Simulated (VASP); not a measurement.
Run report: TaH5, geometry relaxation (part 1 of 2)

TaH5 (6 atoms in the cell), computed with Kohn-Sham DFT of a periodic cell, PBE, VASP PAW PBE potentials, recommended, no spin polarisation (VASP 6.6.1).

The structure was made by swapping elements on the sites of another compound; it need not be a known phase. It belongs to a series of runs on one base structure; here: species swapped into the KAu5 type (P6/mmm, No. 191).

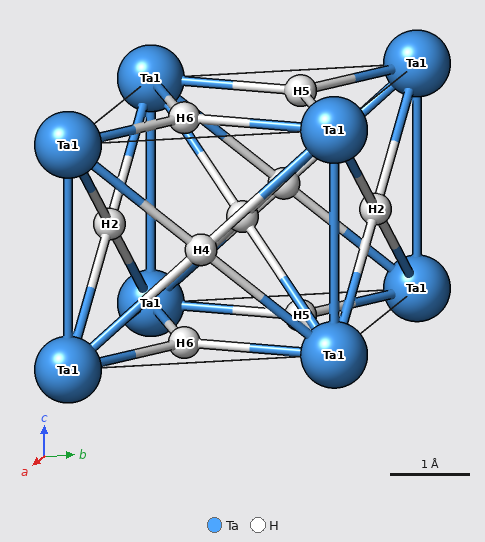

The input geometry (ball-and-stick view of the cell of the calculation, seen slightly off an axis; atoms are numbered from 1 in the order of the input).

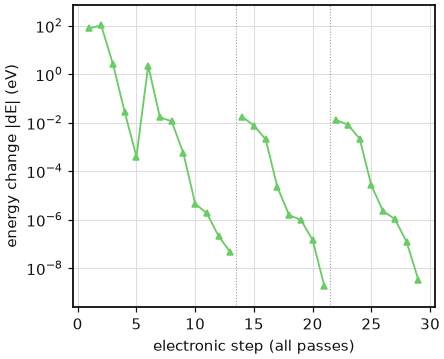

Convergence of the self-consistent field: energy change |dE| against the electronic step. Each stretch between dotted lines is the SCF of one geometry step of a relaxation. The 3 ionic steps take 8 to 13 electronic steps each. The density is held fixed in the first few steps, and dE rises again when its update begins.

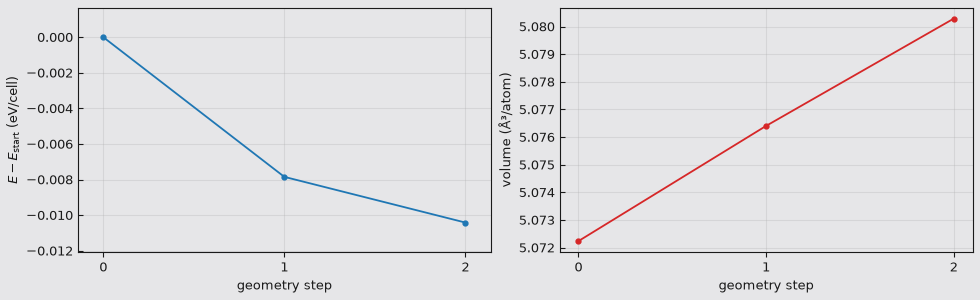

Progress of the relaxation, step by step (steps are counted from 0).

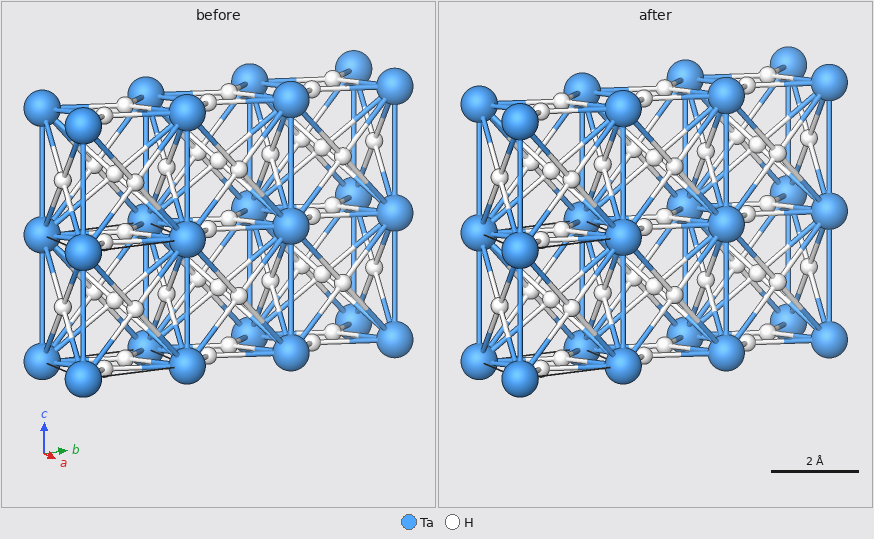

Before (left) and after (right) the relaxation, at one scale (ball-and-stick view of the cell of the calculation, repeated 1 × 3 × 2, seen slightly off an axis). No atom moves by more than 0.005 Å relative to the cell. Cell: a = b 3.452 → 3.428 Å (−0.7 %), c 2.948 → 2.995 Å (+1.6 %). Volume +0.2 %. Among the contacts that change: Ta1–Ta1 2.948 → 2.995 Å, Ta1–H5 1.993 → 1.979 Å, Ta1–H2 2.270 → 2.276 Å. The space group stays P6/mmm (No. 191). After 2 geometry steps the energy has fallen by 10.4 meV per cell of the calculation. All forces vanish by symmetry, so only the cell relaxes. (Atoms are counted from 1 in the order of the input.)

The input that produced these results follows, with the program's output.

INCAR
```
PREC = Accurate ; ENCUT = 600
EDIFF = 1E-7 ; ISMEAR = 0
SIGMA = 0.1 ; LREAL = False
LASPH = True ; NELM = 60
ALGO = Normal ; ISIF = 3
LWAVE = False ; LCHARG = False
GGA = PE ; IBRION = 2
NSW = 100 ; EDIFFG = -0.01
```

KPOINTS
```
regular mesh
0
Gamma
  12 12 12
```

POSCAR
```
TaH5
1.0
    3.4524051803      0.0000000000      0.0000000000
   -1.7262025901      2.9898705903      0.0000000000
    0.0000000000      0.0000000000      2.9483328754
Ta H
1 5
Direct
    0.0000000000      0.0000000000      0.0000000000
    0.5000000000      0.0000000000      0.5000000000
    0.5000000000      0.5000000000      0.5000000000
    0.0000000000      0.5000000000      0.5000000000
    0.3333333333      0.6666666667      0.0000000000
    0.6666666667      0.3333333333      0.0000000000
```

Launch command:
```bash
cat potpaw_PBE.64/Ta_pv/POTCAR potpaw_PBE.64/H/POTCAR > POTCAR
mpirun -np 1 vasp_std > vasp.out
```

OSZICAR
```
N       E                     dE             d eps       ncg     rms          rms(c)
DAV:   1     0.784195591338E+02    0.78420E+02   -0.93697E+03  3192   0.145E+03
DAV:   2    -0.256953766454E+02   -0.10411E+03   -0.99740E+02  3756   0.317E+02
DAV:   3    -0.283553080798E+02   -0.26599E+01   -0.26072E+01  4104   0.460E+01
DAV:   4    -0.283830652315E+02   -0.27757E-01   -0.27647E-01  3612   0.428E+00
DAV:   5    -0.283834658127E+02   -0.40058E-03   -0.40031E-03  4076   0.391E-01    0.196E+01
DAV:   6    -0.261013852653E+02    0.22821E+01   -0.47545E+00  3808   0.212E+01    0.685E+00
DAV:   7    -0.260844504088E+02    0.16935E-01   -0.27553E-01  3856   0.414E+00    0.362E+00
DAV:   8    -0.260730301526E+02    0.11420E-01   -0.21443E-02  3804   0.121E+00    0.202E-01
DAV:   9    -0.260724803425E+02    0.54981E-03   -0.17398E-03  3920   0.369E-01    0.127E-01
DAV:  10    -0.260724849270E+02   -0.45845E-05   -0.16646E-04  3800   0.132E-01    0.147E-02
DAV:  11    -0.260724831153E+02    0.18117E-05   -0.67649E-06  3860   0.239E-02    0.109E-02
DAV:  12    -0.260724833236E+02   -0.20826E-06   -0.91070E-07  3944   0.970E-03    0.212E-03
DAV:  13    -0.260724832786E+02    0.45028E-07   -0.75216E-08  2224   0.247E-03
   1 F= -.26072483E+02 E0= -.26071219E+02  d E =-.260725E+02
       N       E                     dE             d eps       ncg     rms          rms(c)
DAV:   1    -0.260900808036E+02   -0.17597E-01   -0.36234E-01  3196   0.567E+00    0.455E-01
DAV:   2    -0.260823868587E+02    0.76939E-02   -0.10569E-02  3808   0.100E+00    0.226E-01
DAV:   3    -0.260803127102E+02    0.20741E-02   -0.38389E-03  4020   0.528E-01    0.672E-02
DAV:   4    -0.260803346858E+02   -0.21976E-04   -0.40510E-04  3688   0.167E-01    0.585E-02
DAV:   5    -0.260803331535E+02    0.15323E-05   -0.29446E-05  3912   0.420E-02    0.799E-03
DAV:   6    -0.260803321668E+02    0.98671E-06   -0.26661E-06  3712   0.139E-02    0.645E-03
DAV:   7    -0.260803320231E+02    0.14370E-06   -0.76714E-07  3844   0.652E-03    0.791E-04
DAV:   8    -0.260803320213E+02    0.18044E-08   -0.89010E-08  2220   0.241E-03
   2 F= -.26080332E+02 E0= -.26078861E+02  d E =-.784874E-02
       N       E                     dE             d eps       ncg     rms          rms(c)
DAV:   1    -0.260934003560E+02   -0.13068E-01   -0.38700E-01  3196   0.587E+00    0.472E-01
DAV:   2    -0.260851023411E+02    0.82980E-02   -0.11378E-02  3816   0.104E+00    0.234E-01
DAV:   3    -0.260828773150E+02    0.22250E-02   -0.41379E-03  4004   0.551E-01    0.692E-02
DAV:   4    -0.260829031423E+02   -0.25827E-04   -0.44088E-04  3668   0.173E-01    0.605E-02
DAV:   5    -0.260829008869E+02    0.22555E-05   -0.33440E-05  3892   0.442E-02    0.904E-03
DAV:   6    -0.260828998284E+02    0.10585E-05   -0.31395E-06  3820   0.149E-02    0.725E-03
DAV:   7    -0.260828997075E+02    0.12087E-06   -0.81291E-07  3764   0.682E-03    0.708E-04
DAV:   8    -0.260828997042E+02    0.33035E-08   -0.87636E-08  2200   0.236E-03
   3 F= -.26082900E+02 E0= -.26081235E+02  d E =-.104164E-01
```

Parts of OUTCAR
```
PREC = Accurate
   ENCUT = 600
   EDIFF = 1E-7
   ISMEAR = 0
   LREAL = False
   LASPH = True
   NELM = 60
   ISIF = 3
   GGA = PE
   IBRION = 2
   NSW = 100
   EDIFFG = -0.01

 ion  position               nearest neighbor table
   1  0.000  0.000  0.000-   5 1.99   6 1.99   5 1.99   6 1.99   6 1.99   5 1.99
   2  0.500  0.000  0.500-
   3  0.500  0.500  0.500-
   4  0.000  0.500  0.500-
   5  0.333  0.667  0.000-   1 1.99   1 1.99   1 1.99
   6  0.667  0.333  0.000-   1 1.99   1 1.99   1 1.99

  LATTYP: Found a hexagonal cell.
 ALAT       =     3.4524051803
 C/A-ratio  =     0.8539938742

  Lattice vectors:

 A1 = (   3.4524051803,   0.0000000000,   0.0000000000)
 A2 = (  -1.7262025901,   2.9898705903,   0.0000000000)
 A3 = (   0.0000000000,   0.0000000000,   2.9483328754)

Analysis of symmetry for initial positions (statically):
=====================================================================
 Subroutine PRICEL returns:
 Original cell was already a primitive cell.

 Routine SETGRP: Setting up the symmetry group for a
 hexagonal supercell.

 Subroutine GETGRP returns: Found 24 space group operations
 (whereof 24 operations were pure point group operations)
 out of a pool of 24 trial point group operations.

The static configuration has the point symmetry D_6h.

Analysis of symmetry for dynamics (positions and initial velocities):
=====================================================================
 Subroutine PRICEL returns:
 Original cell was already a primitive cell.

 Routine SETGRP: Setting up the symmetry group for a
 hexagonal supercell.

 Subroutine GETGRP returns: Found 24 space group operations
 (whereof 24 operations were pure point group operations)
 out of a pool of 24 trial point group operations.

The dynamic configuration has the point symmetry D_6h.

 Subroutine INISYM returns: Found 24 space group operations
 (whereof 24 operations are pure point group operations),
 and found     1 'primitive' translations

----------------------------------------------------------------------------------------

                                     Primitive cell

  volume of cell :      30.4334

  direct lattice vectors                    reciprocal lattice vectors
     3.452405180  0.000000000  0.000000000     0.289653140  0.167231318  0.000000000
    -1.726202590  2.989870590  0.000000000     0.000000000  0.334462636  0.000000000
     0.000000000  0.000000000  2.948332875     0.000000000  0.000000000  0.339174728

  length of vectors
     3.452405180  3.452405180  2.948332875     0.334462636  0.334462636  0.339174728

  position of ions in fractional coordinates (direct lattice)
     0.000000000  0.000000000  0.000000000
     0.500000000  0.000000000  0.500000000
     0.500000000  0.500000000  0.500000000
     0.000000000  0.500000000  0.500000000
     0.333333333  0.666666667  0.000000000
     0.666666667  0.333333333  0.000000000

  ion indices of the primitive-cell ions
   primitive index   ion index
                 1           1
                 2           2
                 3           3
                 4           4
                 5           5
                 6           6

----------------------------------------------------------------------------------------

 KPOINTS: regular mesh

Automatic generation of k-mesh.
 Grid dimensions read from file:
 generate k-points for:   12   12   12

 Generating k-lattice:

  Cartesian coordinates                     Fractional coordinates (reciprocal lattice)
     0.024137762  0.013935943  0.000000000     0.083333333  0.000000000  0.000000000
     0.000000000  0.027871886  0.000000000     0.000000000  0.083333333  0.000000000
     0.000000000  0.000000000  0.028264561     0.000000000  0.000000000  0.083333333

  Length of vectors
     0.027871886  0.027871886  0.028264561

  Shift w.r.t. Gamma in fractional coordinates (k-lattice)
     0.000000000  0.000000000  0.000000000

 Subroutine IBZKPT returns following result:
 ===========================================

 Found    133 irreducible k-points:

 Following reciprocal coordinates:
            Coordinates               Weight
  0.000000  0.000000  0.000000      1.000000
  0.083333  0.000000  0.000000      6.000000
  0.166667  0.000000  0.000000      6.000000
  0.250000  0.000000  0.000000      6.000000
  0.333333  0.000000  0.000000      6.000000
  0.416667  0.000000  0.000000      6.000000
  0.500000  0.000000  0.000000      3.000000
  0.083333  0.083333  0.000000      6.000000
  0.166667  0.083333  0.000000     12.000000
  0.250000  0.083333  0.000000     12.000000
  0.333333  0.083333  0.000000     12.000000
  0.416667  0.083333  0.000000     12.000000
  0.166667  0.166667  0.000000      6.000000
  0.250000  0.166667  0.000000     12.000000
  0.333333  0.166667  0.000000     12.000000
  0.416667  0.166667  0.000000      6.000000
  0.250000  0.250000  0.000000      6.000000
  0.333333  0.250000  0.000000     12.000000
  0.333333  0.333333  0.000000      2.000000
  0.000000  0.000000  0.083333      2.000000
  0.083333  0.000000  0.083333     12.000000
  0.166667  0.000000  0.083333     12.000000
  0.250000  0.000000  0.083333     12.000000
  0.333333  0.000000  0.083333     12.000000
 [... further k-points ...]
   k-points           NKPTS =    133   k-points in BZ     NKDIM =    133   number of bands    NBANDS=     12
   number of dos      NEDOS =    301   number of ions     NIONS =      6
   total plane-waves  NPLWV =  18816
   dimension x,y,z NGX =    28 NGY =   28 NGZ =   24
   dimension x,y,z NGXF=    56 NGYF=   56 NGZF=   48
   ions per type =               1   5
   NGX,Y,Z   is equivalent  to a cutoff of  13.48, 13.48, 13.53 a.u.
   NGXF,Y,Z  is equivalent  to a cutoff of  26.97, 26.97, 27.07 a.u.
 SYSTEM =  unknown system
   PREC   = accura    normal or accurate (medium, high low for compatibility)
   ISTART =      0    job   : 0-new  1-cont  2-samecut
   ICHARG =      2    charge: 1-file 2-atom 10-const
   ISPIN  =      1    spin polarized calculation?
   LNONCOLLINEAR =      F non collinear calculations
   LSORBIT =      F    spin-orbit coupling
   LASPH  =      T    aspherical Exc in radial PAW
   ENCUT  =  600.0 eV  44.10 Ry    6.64 a.u.   6.90  6.90  5.89*2*pi/ulx,y,z
   NELM   =     60;   NELMIN=  2; NELMDL= -5     # of ELM steps
   EDIFF  = 0.1E-06   stopping-criterion for ELM
   LREAL  =      F    real-space projection
   EDIFFG = -.1E-01   stopping-criterion for IOM
   NSW    =    100    number of steps for IOM
   IBRION =      2    ionic relax: 0-MD 1-quasi-New 2-CG
   NFREE  =      1    steps in history (QN), initial steepest desc. (CG)
   ISIF   =      3    stress and relaxation
   ISYM   =      2    0-nonsym 1-usesym 2-fastsym
   POTIM  = 0.5000    time-step for ionic-motion
   TEBEG  =    0.0;   TEEND  =   0.0 temperature during run
   PSTRESS=    0.0 pullay stress
   NELECT =      16.0000    total number of electrons
   NUPDOWN=      -1.0000    fix difference up-down
   EMIN   =  10.00;   EMAX   =-10.00  energy-range for DOS
   EFERMI =   0.00;   METHOD = LEGACY
   ISMEAR =     0;   SIGMA  =   0.10  broadening in eV -4-tet -1-fermi 0-gaus
   EFERMI_NEDOS =   21; number of points for ismear=-14 and -15
   IALGO  =     38    algorithm
   IMIX   =      4    mixing-type and parameters
     AMIX     =   0.40;   BMIX     =  1.00
     AMIX_MAG =   1.60;   BMIX_MAG =  1.00
  volume/ion in A,a.u.               =       5.07        34.23
  Fermi-wavevector in a.u.,A,eV,Ry     =   1.321289  2.496875 23.753127  1.745806
  Thomas-Fermi vector in A             =   2.451054
   LORBIT       =      0    0 simple, 1 ext, 2 COOP (PROOUT), +10 PAW based schemes
   GGA     = PE    functional components
   LHFCALC =     F    Hartree Fock is set to
   AEXX    =    0.0000 exact exchange contribution
   IVDW    =     0    specifies the selected vdW correction
   LEPSILON=     F    determine dielectric tensor
   LRPA    =     F    only Hartree local field effects (RPA)
 conjugate gradient relaxation of ions
 non-spin polarized calculation
 Gauss-broadening in eV      SIGMA  =   0.10
  energy-cutoff  :      600.00
  volume of cell :       30.43
 maximum number of plane-waves:      1030
 NGX is ok and might be reduce to    28
   NGX = 13   NGY = 13   NGZ = 11
```
